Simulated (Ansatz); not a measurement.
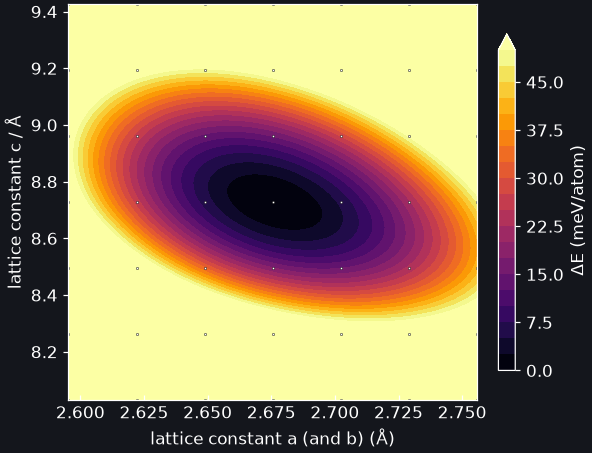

Rh (P6_3/mmc, No. 194; 4 atoms in the cell). The energy is mapped over the lattice constants a and c of the conventional cell. Coordinates scanned: (1) lattice constant a (and b); (2) lattice constant c. Nothing is relaxed (symmetry fixes all fractional coordinates). Grid: 7 × 7 points. Energies are in meV/atom, from the lowest grid point. These are results of Ansatz, DFT PBEsol, scalar-relativistic, plane waves, PAW, not measurements. Settings: cutoff 420 eV, k-mesh 18×18×6 in the order of the run's cell vectors, gaussian smearing 0.15 eV, no spin polarisation.

Drawn: filled contours, dots at the grid points, one colour for all values above the top of the scale. Between grid points the surface is interpolated.

### Where is the minimum, and how stiff is the well along each coordinate?

The interpolated minimum is at lattice constant a (and b) ≈ 2.676 Å, lattice constant c ≈ 8.728 Å. The curvatures there are about 67 eV/Å² and 2.4 eV/Å², with a cross term of about 5 eV/Å² (per cell of 4 atoms). Round the minimum the valley is somewhat tilted: raising lattice constant a (and b) shifts the best value of lattice constant c downwards (coupling k₁₂/√(k₁₁k₂₂) about 0.4).

PAW datasets: the set soft_1.
